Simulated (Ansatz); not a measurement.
Run report: Bi4Se3, geometry relaxation (part 2 of 2)

Continued. System: Bi4Se3 (7 atoms in the cell). Method: DFT PBEsol, scalar-relativistic, plane waves, PAW, no spin polarisation (Ansatz 0.2.0); cutoff 420 eV, 12×12×12 k-mesh, Gaussian smearing of 0.1 eV. The structure derives from an entry of the Crystallography Open Database. It belongs to a series of runs on one base structure; here: the database's cell, atoms relaxed.

Geometry of the input (Å; fractional positions):
```
2.1350  1.2326  13.3333
-2.1350  1.2326  13.3333
0.0000  -2.4653  13.3333
Bi 0.1445  0.1445  0.1445
Bi 0.8555  0.8555  0.8555
Bi 0.2870  0.2870  0.2870
Bi 0.7130  0.7130  0.7130
Se 0.4170  0.4170  0.4170
Se 0.5830  0.5830  0.5830
Se 0.0000  0.0000  0.0000
```

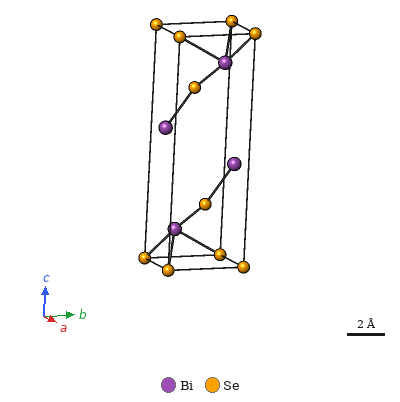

Figure 1. The geometry at step 2 of the log (ball-and-stick view of the reduced cell, seen slightly off an axis).

```
SCF converged after 7 iterations
Free energy (F): -65242.504626 eV
Harris-Foulkes:  -65242.504626 eV  (|F-HF|=5.38e-9)
Internal energy: -65242.501507 eV  (E = F + TS)
E sigma→0 (E₀):  -65242.503067 eV
Entropy (-TS):   -0.003119 eV (-0.446 meV/atom)
Fermi energy:    9.541701 eV
--- Per-component energies (eV) ---
  E_band       = -1558.978151
  E_kinetic    = 1562.209103
  E_local      = -13812.918798  (includes V_loc(G=0)·N_el)
  E_nonlocal   = 472.935929
  E_hartree    = 5792.739269
  E_xc         = -911.397899
  E_vxc        = -870.904689  (∫ρ·V_xc dr)
  E_paw        = -47640.993016  (= ΣΔE_a)
  E_vpaw       = -495.774522  (= ΣTr[D̂ρ^β])
  E_aug_tail   = -0.003594  (compensation charges beyond the density's cutoff)
  E_ewald      = -10708.456861
  E_core_change = 3.384360  (= ΣΔE_core)
  E_smearing   = -0.003119  (= −TS)
  E_closure    = 0.000000  (closes the sum)
  Σ components = -65242.504626   (vs F -65242.504626, Δ=0.00e0)
--- Forces (eV/Å), atoms counted from 1 ---
  atom   1  Bi    -0.00000000    -0.00000000     0.00181417
  atom   2  Bi     0.00000000     0.00000000    -0.00181417
  atom   3  Bi     0.00000000     0.00000000     0.00055187
  atom   4  Bi    -0.00000000    -0.00000000    -0.00055187
  atom   5  Se     0.00000000     0.00000000    -0.00144428
  atom   6  Se    -0.00000000    -0.00000000     0.00144428
  atom   7  Se     0.00000000     0.00000000     0.00000000
  max |Σ_I F_I| component: 1.05e-29 eV/Å
--- Stress (GPa, compression-positive) ---
       -0.570898       0.000000       0.000000
        0.000000      -0.570898       0.000000
        0.000000       0.000000      -0.665786
  P = ⅓ Tr σ = -0.6025 GPa (-6.025 kbar)
--- Band table (eV; the first three rows and the last of 189) ---
  k-point 0: bands = ["-38.4692", "-38.4692", "-38.4692", "-38.4692", "-38.4618", "-38.4618", "-38.4618", "-38.4618", "-38.4584", "-38.4584", "-38.3869", "-38.3853", "-38.3853", "-38.3742", "-38.3742", "-13.9760", "-13.9760", "-13.9732", "-13.9732", "-13.9607", "-13.9588", "-13.9565", "-13.9565", "-13.9517", "-13.9517", "-13.0375", "-13.0375", "-12.8998", "-12.8890", "-12.8890", "-12.7149", "-12.7063", "-12.7063", "-12.5991", "-12.5991", "-5.2569", "-4.6963", "-3.7834", "-2.8164", "-0.8882", "0.3964", "1.1845", "6.8318", "6.8318", "6.9229", "7.0095", "7.0436", "7.0436", "7.4172", "7.4172", "7.7041", "8.6744", "9.4977", "9.4977", "10.3261", "10.3261", "10.3856", "10.4137", "11.1455", "11.1455", "11.6357", "12.4050", "12.4050", "14.8919", "15.4105"]
  k-point 1: bands = ["-38.4692", "-38.4692", "-38.4692", "-38.4692", "-38.4618", "-38.4618", "-38.4618", "-38.4618", "-38.4584", "-38.4584", "-38.3869", "-38.3853", "-38.3853", "-38.3742", "-38.3742", "-13.9768", "-13.9748", "-13.9738", "-13.9720", "-13.9601", "-13.9584", "-13.9569", "-13.9567", "-13.9523", "-13.9517", "-13.0365", "-13.0317", "-12.8978", "-12.8882", "-12.8851", "-12.7163", "-12.7087", "-12.7068", "-12.6072", "-12.5995", "-5.1993", "-4.6451", "-3.7479", "-2.7614", "-0.8969", "0.2907", "1.1416", "6.3320", "6.4587", "6.6298", "6.8917", "6.9814", "7.1757", "7.3869", "7.4612", "7.8240", "9.0971", "9.2171", "9.4410", "9.9030", "9.9612", "10.2820", "11.2074", "11.3848", "11.4938", "11.8853", "12.2682", "12.4629", "14.6410", "14.8602"]
  k-point 2: bands = ["-38.4692", "-38.4692", "-38.4692", "-38.4692", "-38.4618", "-38.4618", "-38.4618", "-38.4618", "-38.4584", "-38.4584", "-38.3869", "-38.3853", "-38.3853", "-38.3742", "-38.3742", "-13.9793", "-13.9757", "-13.9716", "-13.9689", "-13.9601", "-13.9581", "-13.9570", "-13.9555", "-13.9532", "-13.9514", "-13.0338", "-13.0147", "-12.8974", "-12.8804", "-12.8739", "-12.7219", "-12.7157", "-12.7067", "-12.6305", "-12.6005", "-5.0290", "-4.4960", "-3.6525", "-2.5967", "-0.9425", "-0.0034", "1.0083", "5.4699", "6.1147", "6.2691", "6.3546", "6.7561", "6.8891", "7.4891", "7.5037", "7.6955", "8.6894", "9.1452", "9.3547", "9.6694", "10.4823", "10.5755", "11.1562", "11.7677", "11.8775", "12.0791", "12.6201", "12.8813", "13.9584", "14.8436"]
  k-point 188: bands = ["-38.4692", "-38.4692", "-38.4692", "-38.4692", "-38.4618", "-38.4618", "-38.4618", "-38.4618", "-38.4584", "-38.4584", "-38.3869", "-38.3853", "-38.3853", "-38.3742", "-38.3742", "-13.9760", "-13.9760", "-13.9732", "-13.9732", "-13.9607", "-13.9588", "-13.9565", "-13.9565", "-13.9517", "-13.9517", "-13.0375", "-13.0375", "-12.8998", "-12.8890", "-12.8890", "-12.7149", "-12.7063", "-12.7063", "-12.5991", "-12.5991", "-5.2472", "-4.7327", "-3.6864", "-2.9360", "-0.6907", "0.1310", "1.3091", "6.7430", "6.8311", "6.8311", "7.0467", "7.0467", "7.2611", "7.4121", "7.4121", "7.5960", "8.7856", "9.5884", "9.5884", "9.8606", "10.0990", "10.0990", "11.1509", "11.3721", "11.4346", "11.4346", "12.2280", "12.2280", "14.9344", "15.2265"]
--- Relaxed structure (3 steps of the walk, 2 accepted, 0 SCFs on fresh bases) ---
  F+E_penalty+E_count = -65242.50462629 eV   max|allowed force component| = 1.814e-3 eV/Å
  atoms:
    - { symbol: Bi, position: [0.14478916757739868, 0.14478916757739868, 0.1447891675773987] }
    - { symbol: Bi, position: [0.8552108324226012, 0.8552108324226012, 0.8552108324226012] }
    - { symbol: Bi, position: [0.28749515930751396, 0.28749515930751396, 0.28749515930751396] }
    - { symbol: Bi, position: [0.712504840692486, 0.712504840692486, 0.7125048406924859] }
    - { symbol: Se, position: [0.4172454706818426, 0.4172454706818426, 0.41724547068184253] }
    - { symbol: Se, position: [0.5827545293181572, 0.5827545293181572, 0.5827545293181572] }
    - { symbol: Se, position: [-7.124953848173117e-35, 2.1105750477026486e-35, 4.188980252873875e-35] }
```

## Trajectory as extended XYZ (Å, eV, eV/Å), 3 frames, from step=1 to step=3
```
7
Lattice="2.1350 1.2326 13.3333 -2.1350 1.2326 13.3333 0.0000 -2.4653 13.3333" Properties=species:S:1:pos:R:3:forces:R:3 step=1 energy=-65242.49701
Bi    0.0000    0.0000    5.7800    0.0000   0.0000   0.1487
Bi    0.0000    0.0000   34.2200    0.0000   0.0000  -0.1487
Bi    0.0000    0.0000   11.4800    0.0000   0.0000   0.2229
Bi    0.0000    0.0000   28.5200    0.0000   0.0000  -0.2229
Se    0.0000    0.0000   16.6800    0.0000   0.0000   0.1483
Se    0.0000    0.0000   23.3200    0.0000   0.0000  -0.1483
Se    0.0000    0.0000    0.0000    0.0000   0.0000   0.0000
7
Lattice="2.1350 1.2326 13.3333 -2.1350 1.2326 13.3333 0.0000 -2.4653 13.3333" Properties=species:S:1:pos:R:3:forces:R:3 step=2 energy=-65242.48686 accepted=F
Bi    0.0000    0.0000    5.8138    0.0000   0.0000  -0.2817
Bi    0.0000    0.0000   34.1862    0.0000   0.0000   0.2817
Bi    0.0000    0.0000   11.5233    0.0000   0.0000  -0.3057
Bi    0.0000    0.0000   28.4767    0.0000   0.0000   0.3057
Se    0.0000    0.0000   16.7095    0.0000   0.0000  -0.2220
Se    0.0000    0.0000   23.2905    0.0000   0.0000   0.2220
Se    0.0000    0.0000    0.0000    0.0000   0.0000   0.0000
7
Lattice="2.1350 1.2326 13.3333 -2.1350 1.2326 13.3333 0.0000 -2.4653 13.3333" Properties=species:S:1:pos:R:3:forces:R:3 step=3 energy=-65242.50463
Bi    0.0000    0.0000    5.7916    0.0000   0.0000   0.0018
Bi    0.0000    0.0000   34.2084    0.0000   0.0000  -0.0018
Bi    0.0000    0.0000   11.4998    0.0000   0.0000   0.0006
Bi    0.0000    0.0000   28.5002    0.0000   0.0000  -0.0006
Se    0.0000    0.0000   16.6898    0.0000   0.0000  -0.0014
Se    0.0000    0.0000   23.3102    0.0000   0.0000   0.0014
Se    0.0000    0.0000    0.0000    0.0000   0.0000   0.0000
```

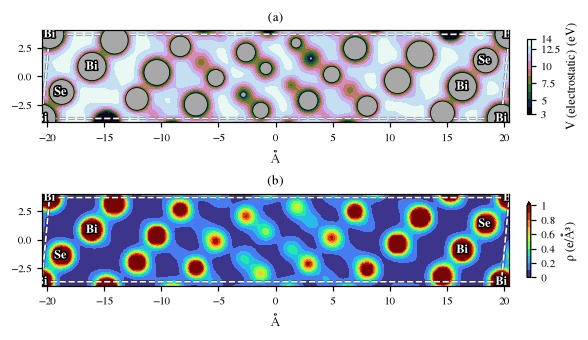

Figure 2. (a) electrostatic potential (local pseudopotential plus Hartree) felt by an electron; (b) valence charge density (pseudo) on the (111) plane of the conventional cell. Grey discs, where drawn, cover atomic cores. The section cuts through Bi and Se sites. Bi–Se (2.90 Å): ρ at the midpoint is about 0.31 e/Å³. Bi–Se (3.07 Å): ρ at the midpoint is about 0.22 e/Å³. Away from the nuclei the density in this plane falls to 0.02 e/Å³ at its lowest. Outside the cores the potential energy rises away from the atoms and is highest about 2.6 Å from the nearest atoms; outside the discs it spans about 10 eV, and its zero is arbitrary. The fields are those of the smooth PAW valence density.

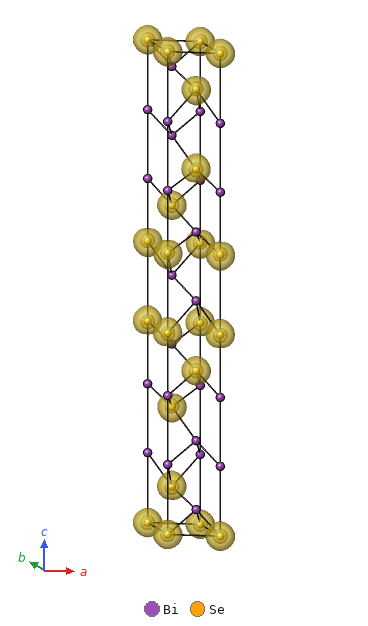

Figure 3. Isosurface of the electron localisation function at 0.7 (yellow), seen slightly off an axis. Only the valence region is drawn (cores and ρ < 0.01 e/Å³ removed). Sticks mark near contacts. The outline is the cell set on symmetry axes. Profiles from the grid: Bi–Se (2.90 Å): the ELF peaks at about 0.80 in the valence shell of Se, 0.8 Å from its nucleus, and drops to about 0.35 between the two atoms. Bi–Bi (3.02 Å): the ELF is about 0.50 at the midpoint (no shared electron pair).

## Summary

| quantity | value |
| --- | --- |
| outcome | converged |
| space group (tolerance 0.01 Å) | R-3m (166) |
| electrons treated | 108 |
| free energy | −65242.5046 eV |
| Fermi energy | 9.542 eV |
| gap on the k-point mesh | none (metallic) |
| pressure | −0.60 GPa |
| final volume | 210.54 Å³ |
| largest force (length of the vector) at the end | 0.002 eV/Å |
| final cell | a = 13.559 Å, b = 13.559 Å, c = 13.559 Å, α = 18.12°, β = 18.12°, γ = 18.12° |
| wall time | 3.1 min (CPU time 6.1 min) |
| peak memory | 1.8 GiB |

Warnings of the run: the SCF threshold is looser than advised for the printed stress. Spin–orbit coupling is left out, which matters for Bi.
